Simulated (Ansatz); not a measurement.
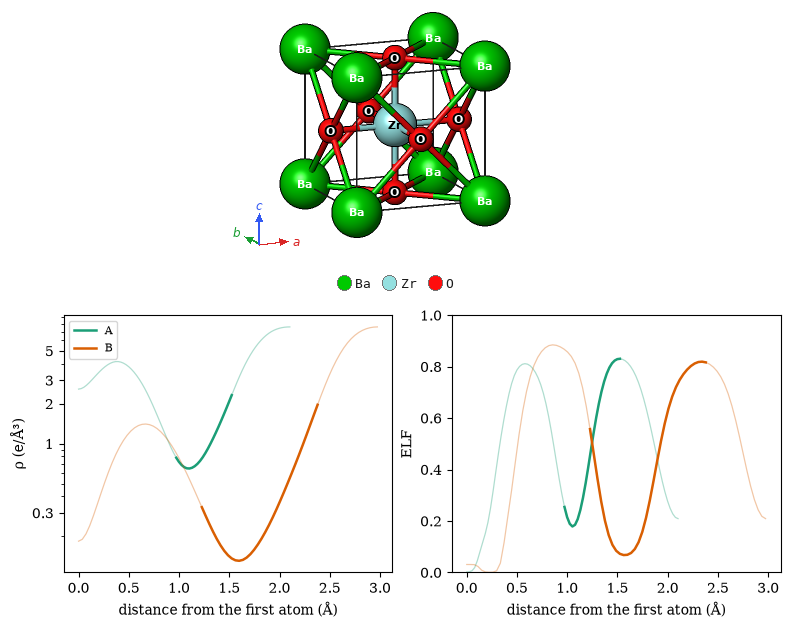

Figure 1: BaZrO$_{3}$. Valence pseudo-density and ELF along straight lines between neighbouring atoms. Thin, pale parts lie inside the atomic spheres. The structure is drawn too.

Space group Pm-3m; a structure from a database of computed crystals, not necessarily the ambient phase; started from the database structure prototype, which need not be the ambient phase.

Theory: DFT, HSE06, plane waves, PAW (Ansatz 0.2.0).

The density is the valence pseudo-density of a PAW calculation; it isn't the true density close to the nuclei.

```
CELL_PARAMETERS angstrom
4.20534 0.00000 0.00000
0.00000 4.20534 0.00000
0.00000 0.00000 4.20534
ATOMIC_POSITIONS crystal
Ba 0.00000 0.00000 0.00000
Zr 0.50000 0.50000 0.50000
O 0.50000 0.00000 0.50000
O 0.50000 0.50000 0.00000
O 0.00000 0.50000 0.50000
```

Which curve belongs to which contact (Ba–O and Zr–O)? The first atom named is at distance zero.

Answer. Curve A: Zr–O (2.10 Å): ρ at the midpoint is about 0.66 e/Å³; the ELF peaks at about 0.85 in the valence shell of O, 0.6 Å from its nucleus, and drops to about 0.20 between the two atoms (no shared electron pair shows on this line). Curve B: Ba–O (2.97 Å): ρ at the midpoint is about 0.14 e/Å³; the ELF is about 0.10 at the midpoint (an ionic contact with no shared pair).
